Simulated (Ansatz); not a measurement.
Single-point calculation of ZnS (part 1 of 2)

System: ZnS (slab, 16 atoms in the cell).
Method: DFT r2SCAN, scalar-relativistic, plane waves, PAW, no spin polarisation (Ansatz 0.2.0).

The structure derives from an entry of the Crystallography Open Database. It belongs to a series of runs on one base structure; here: (0 0 1) slab cut from the bulk.

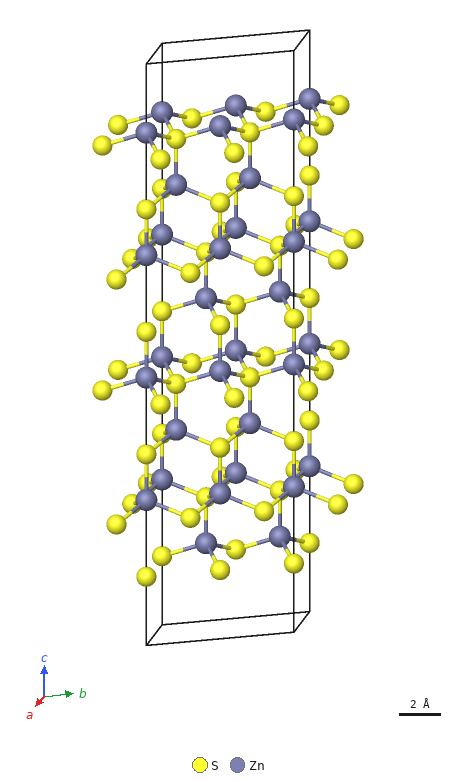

Fig. 1: The structure as given in the input (ball-and-stick view of the 1 × 2 repeat of the cell, with the vacuum cut short, seen slightly off an axis; bonded neighbours outside the cell are drawn too).

**Input file**
```yaml
crystal:
  lattice:
    - [3.8087369181, 0.0, 0.0]
    - [-1.904368459, 3.2984629274, 0.0]
    - [0.0, 0.0, 37.6001836856]
  atoms:
    - { symbol: S, position: [0.0, 0.0, 0.1994671107] }
    - { symbol: Zn, position: [0.3333333333, 0.6666666667, 0.2203000882] }
    - { symbol: S, position: [0.3333333333, 0.6666666667, 0.2824690611] }
    - { symbol: Zn, position: [0.0, 0.0, 0.3032029299] }
    - { symbol: S, position: [0.0, 0.0, 0.3652437638] }
    - { symbol: Zn, position: [0.6666666667, 0.3333333333, 0.3860767413] }
    - { symbol: S, position: [0.6666666667, 0.3333333333, 0.4482457142] }
    - { symbol: Zn, position: [0.0, 0.0, 0.4689795831] }
    - { symbol: S, position: [0.0, 0.0, 0.5310204169] }
    - { symbol: Zn, position: [0.3333333333, 0.6666666667, 0.5518533945] }
    - { symbol: S, position: [0.3333333333, 0.6666666667, 0.6140223674] }
    - { symbol: Zn, position: [0.0, 0.0, 0.6347562362] }
    - { symbol: S, position: [0.0, 0.0, 0.6967970701] }
    - { symbol: Zn, position: [0.6666666667, 0.3333333333, 0.7176300476] }
    - { symbol: S, position: [0.6666666667, 0.3333333333, 0.7797990205] }
    - { symbol: Zn, position: [0.0, 0.0, 0.8005328893] }
basis:
  ecutwfc: 500
kpoints:
  mp_grid: { grid: [9, 9, 1] }
hamiltonian:
  xc: r2scan
scf:
  occupations: { method: gaussian, width: 0.05 }
output:
  forces: true
  stress: true
  eigenvalues: true
  write_density: true
  write_potential: true
  elf: true
  volumetric_format: npy
efield:
  axis: 3
  dipole_correction: true
  ramp_width: 0.04
```

Launch command:
```bash
ansatz run input.yaml --threads 4 --pin off --max-ram 10240MiB --backend cpu --events-out ev --progress --plain --runs-dir out
```

**Log**
```
Engine: ansatz 0.2.0, aarch64-unknown-linux-gnu
Pseudopotentials: kind: paw
Pseudopotential: S, paw, valence charge 6, recommended cutoff 500 eV (meta_gga), S.paw.azcp
Pseudopotential: Zn, paw, valence charge 12, recommended cutoff 500 eV (meta_gga), Zn.paw.azcp
Functional definition: r2SCAN
  parameter k0 = 0.174
  parameter k1 = 0.065
  parameter a1 = 4.9479
  exchange = r2scan_x(k0 = k0, k1 = k1, a1 = a1)
  correlation = r2scan_c
Crystal: 16 atoms, lattice volume = 472.370 Å³
Basis set: ecut = 500 eV, 11831 PW (Γ), exchange–correlation on 120×120×1152 points (64 copies of the dense FFT grid, shifted against one another)
Bands: 88, of which v1, the nominal top of the filled ones, is band 72 counted from 1 (71 counted from 0)
Symmetry: 6 space group operations
Space group: P3m1 (ITA 156), of the structure as read, at distance tolerance 7.8e-5 Å
k-points: 12 of 81 (time reversal used)
Non-local potential: S, projectors of the file, l = 0: 2, l = 1: 2, l = 2: 2
Non-local potential: Zn, projectors of the file, l = 0: 2, l = 1: 2, l = 2: 3, l = 3: 1
PAW form: soft (Blöchl's): semilocal exchange-correlation on the pseudo side does not see the compensation charge
PAW frozen core: S, regenerated for the run's functional (the file was generated under x = pbe(κ = 0.804, μ = 0.2195149727645171), c = pbe(β = 0.06672455060314922))
PAW frozen core: Zn, regenerated for the run's functional (the file was generated under x = pbe(κ = 0.804, μ = 0.2195149727645171), c = pbe(β = 0.06672455060314922))
PAW one-centre angular grid: S, 302 points (default); XC on 160 Gauss nodes
PAW one-centre angular grid: Zn, 590 points (default); XC on 261 of its mesh's 2673 points in the sphere
Initial density: superposition of atomic densities (neutral atoms: chi_scale 0, normalization atom), corrected by the library's trained network
Initial wavefunctions: pseudopotential atomic-orbital guess
Functional: x = r2scan, c = r2scan; τ floored in thin density (d = 2e-4 eV/Å³)
SCF iter   1: F=—  HF=-33865.163650 eV  |F-HF|=—  |Δ(HF+E_count)|=         —  Δρ=1.40e-2  dr2=7.47e0  dr2_τ=5.75e-2  ethr=1.77e-3  p=0.251 e·Å  D=9.61e-2 V/Å  ΔV_dip=-3.61 eV  dr2_dipole=1.18e1  V_vac-E_F(+/−)=3.42/7.03 eV  ⟨swp⟩=8.6  Hψ=5246  notcnv=0  defer=72
efield: sawtooth ramp at fractional position 0.9800 (placed from the atoms, in the widest stretch of the axis that holds none; the zero of the levels goes with the place), width 0.0400; the density the first Hamiltonian is built on has a dipole p = 0.251 e·Å; the dipole correction subtracts the counter field D = 9.61e-2 V/Å, which shifts the + side's vacuum level by -3.61 eV against the − side's; the planar-averaged density in the ramp window peaks in size at 1.7e-5 e/Å³
preconditioner: auto → LDOS  [metal: Δε(μ)=0.016 eV  Ē_g=11.090 eV  σ=0.050 eV  W_gap=0.17  n_scr=116 (ndim 8)  ℏωp=20.5 eV  f_vac=0.325  D(μ)=3.19/eV (n_scr^D=12)  β→1.0]
SCF iter   2: F=—  HF=-33865.603724 eV  |F-HF|=—  |Δ(HF+E_count)|=   4.40e-1  Δρ=1.85e-2  dr2=4.07e0  dr2_τ=1.06e-2  ethr=1.77e-3  p=0.291 e·Å  D=1.11e-1 V/Å  ΔV_dip=-4.19 eV  dr2_dipole=5.83e-1  V_vac-E_F(+/−)=3.16/7.36 eV  ⟨swp⟩=2.8  Hψ=2073  notcnv=0  defer=132
SCF iter   3: F=—  HF=-33865.079662 eV  |F-HF|=—  |Δ(HF+E_count)|=   5.24e-1  Δρ=6.62e-3  dr2=8.93e-1  dr2_τ=1.14e-3  ethr=1.77e-3  p=0.282 e·Å  D=1.08e-1 V/Å  ΔV_dip=-4.07 eV  dr2_dipole=8.79e-1  V_vac-E_F(+/−)=3.30/7.37 eV  ⟨swp⟩=2.1  Hψ=1871  notcnv=0  defer=132
SCF iter   4: F=—  HF=-33865.073535 eV  |F-HF|=—  |Δ(HF+E_count)|=   6.13e-3  Δρ=6.03e-3  dr2=5.07e0  dr2_τ=5.65e-3  ethr=6.20e-4  p=0.285 e·Å  D=1.09e-1 V/Å  ΔV_dip=-4.11 eV  dr2_dipole=6.96e0  V_vac-E_F(+/−)=3.31/7.42 eV  ⟨swp⟩=2.2  Hψ=1783  notcnv=0  defer=132  recentre
SCF iter   5: F=—  HF=-33864.997507 eV  |F-HF|=—  |Δ(HF+E_count)|=   7.60e-2  Δρ=2.44e-3  dr2=2.34e-1  dr2_τ=2.14e-4  ethr=6.20e-4  p=0.280 e·Å  D=1.07e-1 V/Å  ΔV_dip=-4.04 eV  dr2_dipole=1.19e-2  V_vac-E_F(+/−)=3.34/7.38 eV  ⟨swp⟩=2.1  Hψ=2029  notcnv=0  defer=130
SCF iter   6: F=—  HF=-33864.979048 eV  |F-HF|=—  |Δ(HF+E_count)|=   1.85e-2  Δρ=1.55e-3  dr2=1.03e-1  dr2_τ=1.10e-4  ethr=1.62e-4  p=0.275 e·Å  D=1.05e-1 V/Å  ΔV_dip=-3.96 eV  dr2_dipole=6.70e-2  V_vac-E_F(+/−)=3.42/7.37 eV  ⟨swp⟩=2.0  Hψ=1018  notcnv=0  defer=130
SCF iter   7: F=—  HF=-33864.972342 eV  |F-HF|=—  |Δ(HF+E_count)|=   6.71e-3  Δρ=1.22e-3  dr2=1.92e-1  dr2_τ=1.69e-4  ethr=7.16e-5  p=0.271 e·Å  D=1.04e-1 V/Å  ΔV_dip=-3.90 eV  dr2_dipole=3.16e-1  V_vac-E_F(+/−)=3.50/7.40 eV  ⟨swp⟩=1.9  Hψ=1265  notcnv=0  defer=120  recentre
SCF iter   8: F=—  HF=-33864.969756 eV  |F-HF|=—  |Δ(HF+E_count)|=   2.59e-3  Δρ=6.86e-4  dr2=3.85e-2  dr2_τ=4.57e-5  ethr=7.16e-5  p=0.271 e·Å  D=1.04e-1 V/Å  ΔV_dip=-3.90 eV  dr2_dipole=5.98e-2  V_vac-E_F(+/−)=3.53/7.43 eV  ⟨swp⟩=2.0  Hψ=1314  notcnv=0  defer=120
SCF iter   9: F=—  HF=-33864.969161 eV  |F-HF|=—  |Δ(HF+E_count)|=   5.96e-4  Δρ=3.42e-4  dr2=2.74e-3  dr2_τ=6.71e-6  ethr=2.68e-5  p=0.272 e·Å  D=1.04e-1 V/Å  ΔV_dip=-3.91 eV  dr2_dipole=1.67e-7  V_vac-E_F(+/−)=3.52/7.44 eV  ⟨swp⟩=1.2  Hψ=1112  notcnv=0  defer=120
SCF iter  10: F=—  HF=-33864.969233 eV  |F-HF|=—  |Δ(HF+E_count)|=   7.25e-5  Δρ=2.00e-4  dr2=4.56e-3  dr2_τ=4.30e-6  ethr=1.90e-6  p=0.272 e·Å  D=1.04e-1 V/Å  ΔV_dip=-3.92 eV  dr2_dipole=3.14e-3  V_vac-E_F(+/−)=3.52/7.45 eV  ⟨swp⟩=2.0  Hψ=1512  notcnv=0  defer=121
SCF iter  11: F=—  HF=-33864.968979 eV  |F-HF|=—  |Δ(HF+E_count)|=   2.54e-4  Δρ=1.55e-4  dr2=1.61e-3  dr2_τ=1.71e-6  ethr=1.90e-6  p=0.272 e·Å  D=1.04e-1 V/Å  ΔV_dip=-3.91 eV  dr2_dipole=1.45e-3  V_vac-E_F(+/−)=3.54/7.46 eV  ⟨swp⟩=2.0  Hψ=1074  notcnv=0  defer=121
SCF iter  12: F=—  HF=-33864.968931 eV  |F-HF|=—  |Δ(HF+E_count)|=   4.74e-5  Δρ=1.17e-4  dr2=6.39e-4  dr2_τ=4.91e-7  ethr=1.11e-6  p=0.272 e·Å  D=1.04e-1 V/Å  ΔV_dip=-3.92 eV  dr2_dipole=6.12e-4  V_vac-E_F(+/−)=3.55/7.47 eV  ⟨swp⟩=1.3  Hψ=939  notcnv=0  defer=121
SCF iter  13: F=—  HF=-33864.968918 eV  |F-HF|=—  |Δ(HF+E_count)|=   1.35e-5  Δρ=7.88e-5  dr2=5.16e-5  dr2_τ=1.76e-7  ethr=4.44e-7  p=0.272 e·Å  D=1.04e-1 V/Å  ΔV_dip=-3.92 eV  dr2_dipole=3.90e-6  V_vac-E_F(+/−)=3.56/7.48 eV  ⟨swp⟩=2.0  Hψ=958  notcnv=0  defer=121
SCF iter  14: F=—  HF=-33864.968719 eV  |F-HF|=—  |Δ(HF+E_count)|=   1.99e-4  Δρ=5.11e-5  dr2=8.05e-5  dr2_τ=1.14e-7  ethr=3.58e-8  p=0.272 e·Å  D=1.04e-1 V/Å  ΔV_dip=-3.92 eV  dr2_dipole=1.31e-4  V_vac-E_F(+/−)=3.56/7.48 eV  ⟨swp⟩=2.0  Hψ=1733  notcnv=0  defer=120
SCF iter  15: F=—  HF=-33864.968718 eV  |F-HF|=—  |Δ(HF+E_count)|=   4.47e-7  Δρ=4.31e-5  dr2=2.05e-5  dr2_τ=7.20e-8  ethr=3.58e-8  p=0.272 e·Å  D=1.04e-1 V/Å  ΔV_dip=-3.92 eV  dr2_dipole=9.89e-6  V_vac-E_F(+/−)=3.56/7.48 eV  ⟨swp⟩=2.0  Hψ=1618  notcnv=0  defer=120
SCF iter  16: F=—  HF=-33864.968717 eV  |F-HF|=—  |Δ(HF+E_count)|=   1.91e-6  Δρ=2.42e-5  dr2=1.27e-5  dr2_τ=2.30e-8  ethr=1.43e-8  p=0.272 e·Å  D=1.04e-1 V/Å  ΔV_dip=-3.92 eV  dr2_dipole=1.04e-5  V_vac-E_F(+/−)=3.56/7.48 eV  ⟨swp⟩=2.0  Hψ=1648  notcnv=0  defer=120
SCF iter  17: F=—  HF=-33864.968716 eV  |F-HF|=—  |Δ(HF+E_count)|=   9.42e-7  Δρ=1.29e-5  dr2=5.14e-6  dr2_τ=7.48e-9  ethr=8.81e-9  p=0.272 e·Å  D=1.04e-1 V/Å  ΔV_dip=-3.92 eV  dr2_dipole=5.71e-6  V_vac-E_F(+/−)=3.56/7.49 eV  ⟨swp⟩=2.0  Hψ=1033  notcnv=0  defer=120
SCF iter  18: F=—  HF=-33864.968715 eV  |F-HF|=—  |Δ(HF+E_count)|=   2.31e-7  Δρ=6.77e-6  dr2=7.94e-7  dr2_τ=2.74e-9  ethr=3.57e-9  p=0.272 e·Å  D=1.04e-1 V/Å  ΔV_dip=-3.92 eV  dr2_dipole=7.03e-7  V_vac-E_F(+/−)=3.56/7.49 eV  ⟨swp⟩=2.3  Hψ=1286  notcnv=0  defer=120
SCF iter  19: F=—  HF=-33864.968715 eV  |F-HF|=—  |Δ(HF+E_count)|=   3.00e-8  Δρ=3.72e-6  dr2=2.07e-7  dr2_τ=7.92e-10  ethr=5.52e-10  p=0.272 e·Å  D=1.04e-1 V/Å  ΔV_dip=-3.92 eV  dr2_dipole=3.29e-8  V_vac-E_F(+/−)=3.56/7.48 eV  ⟨swp⟩=2.0  Hψ=1702  notcnv=0  defer=120
SCF iter  20: F=—  HF=-33864.968715 eV  |F-HF|=—  |Δ(HF+E_count)|=   2.48e-8  Δρ=3.04e-6  dr2=1.10e-7  dr2_τ=5.88e-10  ethr=6.94e-11  p=0.272 e·Å  D=1.04e-1 V/Å  ΔV_dip=-3.92 eV  dr2_dipole=9.38e-9  V_vac-E_F(+/−)=3.56/7.48 eV  ⟨swp⟩=22.9  Hψ=10498  notcnv=0
SCF iter  21: F=-33864.968715 eV  HF=-33864.968715 eV  |F-HF|=4.14e-8  |Δ(HF+E_count)|=   7.20e-9  Δρ=1.52e-6  dr2=5.67e-8  dr2_τ=1.45e-10  ethr=6.94e-11  p=0.272 e·Å  D=1.04e-1 V/Å  ΔV_dip=-3.92 eV  dr2_dipole=3.91e-9  V_vac-E_F(+/−)=3.56/7.48 eV  ⟨swp⟩=10.2  Hψ=8028  notcnv=0
SCF 1 converged in 21 iterations: F = -33864.968715 eV  dr2 = 5.67e-8
  greatest PAW one-centre occupation: 0.984 electrons in one spin orbital (limit 2), on the Zn atom at site 15 (counted from 0), in its partial waves of l = 2
```

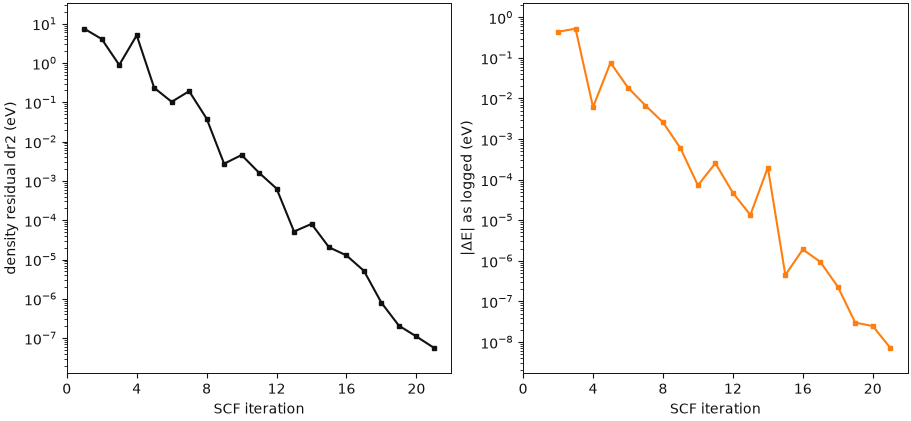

Fig. 2: Convergence of the self-consistent field: density residual dr2 and size of the energy change against the SCF iteration. The residual comes down, with one marked jump up, by a factor of about 6, at step 4.

```
WARN: The output density's exchange-correlation potential varies sharply where the density is thin. Do not read a vacuum level from v_tot or v_xc, or from such a field of the output density. On a cell that repeats whose density bears no net charge and no dipole along the vacuum's axis use v_es (v_loc + v_h of the components); under efield.dipole_correction with no amplitude use v_es + v_field, which holds any external_charges[].barrier, or the levels of the report's work_function block, which leave it out; under a non-zero efield.amplitude the vacuum is tilted and has no level; on a cell that repeats and bears such a dipole with no correction it is tilted too, and efield.dipole_correction with no amplitude gives each side of its ramp a level where efield: is served; in a cell that repeats whose density bears a net charge (total_charge, or a fill off its count) it is curved and has none; of a slab under crystal.periodic whose density bears no net charge use v_es, which has a level on each side, short of where the two are joined; of another it falls or rises all the way out and has none; of a slab beside external_charges read slab_vacuum_level instead, which it has where they leave it neutral. The grid or the basis barely resolves most such structure, and the values can differ between equally converged runs; as a rule a tighter scf.convergence.dr2_threshold does not remove it. Where the density itself ripples (under the LDA too) a higher basis.ecutwfc lessens it. The files hold the spikes' plane waves up to the density's cutoff. Files: v_tot_of_output_density and the like, and their columns of v_z.tsv (output.write_potential); v_xc_of_output_density and the like, and their columns of v_comp_z.tsv (output.write_potential_components). Measured: with its Gaussian average of σ = 0.25 Å subtracted twice, the exchange-correlation potential is over 0.1 eV at 3506 of the grid points where the equally averaged density (valence and model cores) is under 1e-3 e/Å³, and 0.918 eV at the most among them, at an averaged density of 1.6e-8 e/Å³. The input density's (outcome.potential() and, of a run that writes arrays, v_tot and v_xc) is over 0.1 eV, so measured, at 2351 points of its own thin density, 0.610 eV at the most. See output.write_potential in the manual, Limitations
SCF converged after 21 iterations
Free energy (F): -33864.968715 eV
Harris-Foulkes:  -33864.968715 eV  (|F-HF|=4.14e-8)
Internal energy: -33864.960483 eV  (E = F + TS)
E sigma→0 (E₀):  -33864.964599 eV
Entropy (-TS):   -0.008232 eV (-0.515 meV/atom)
Fermi energy:    2.614060 eV
Dipole field:    D = 0.104247 V/Å  (p = 0.272134 e·Å, saw-weighted, corrected)
Work function:   Φ+ = 3.5642 eV   Φ− = 7.4840 eV
Levels:          The Fermi level and band energies are counted from a zero that moves with the ramp; work functions are not
```
